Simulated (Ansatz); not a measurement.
**MgO: density, localisation and related maps**

```yaml
crystal:
  lattice:
    - [-1.74738, -3.02656, 0.00000]
    - [3.49477, 0.00000, 0.00000]
    - [0.00000, 0.00000, 4.19471]
  atoms:
    - { symbol: Mg, position: [0.66667, 0.31239, 0.72955] }
    - { symbol: Mg, position: [0.33333, 0.68761, 0.27045] }
    - { symbol: O, position: [0.66667, 0.34876, 0.24785] }
    - { symbol: O, position: [0.33333, 0.65124, 0.75215] }
```

Space group P-1; a structure from a database of computed crystals, not necessarily the ambient phase; not relaxed (largest force 1.4 eV/Å); PAW files of the earlier set (soft_1).

These are results of Ansatz 0.2.0, DFT PBEsol, scalar-relativistic, plane waves, PAW, not measurements.

The density is the valence pseudo-density of a PAW calculation; it isn't the true density close to the nuclei.

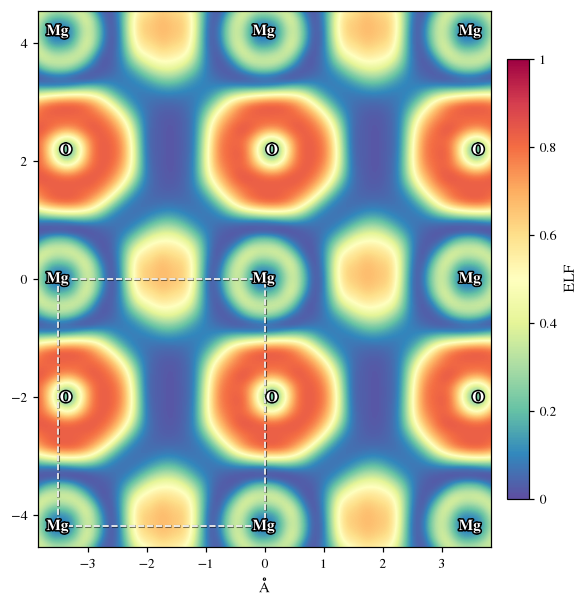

Figure 1. Electron localisation function on the (100) plane of the conventional cell.

Q: What do the fields say about this system?

A:
- The plane passes through Mg and O nuclei.
- Mg–O (2.02 Å): the ELF peaks at about 0.85 in the valence shell of O, 0.7 Å from its nucleus, and is about 0.35 at the midpoint; a largely ionic contact.
- Mg–O (2.18 Å): the ELF peaks at about 0.85 in the valence shell of O, 0.7 Å from its nucleus, and is about 0.35 at the midpoint: a largely ionic contact.

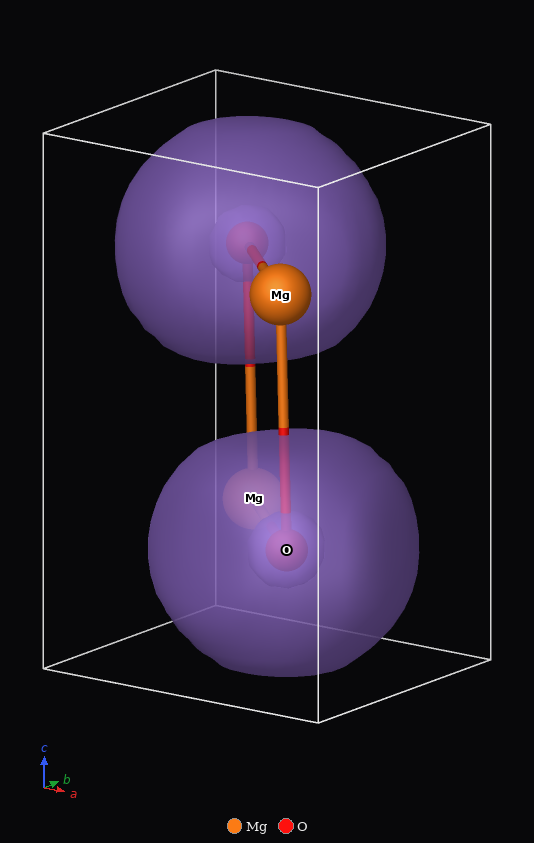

Figure 2. Isosurface of the electron localisation function at 0.6 (purple), seen slightly off an axis. Core shells and regions of very low density are left out. Sticks mark near contacts.

Q: Describe the localisation domains.

A: The ELF exceeds this value in two regions wrapped around O (the valence shell of each), counted in one cell of 4 atoms. Any copies at cell faces, edges or corners count once. Along the contacts the grid gives the following. Mg–O (2.00 Å): the ELF peaks at about 0.85 in the valence shell of O, 0.7 Å from its nucleus, and is about 0.35 at the midpoint (a largely ionic contact).

Q: Does the calculation give a band gap?

A: It is gapped, with a Kohn–Sham gap of 3.2 eV on the k-point mesh, an upper bound to the gap of this method.
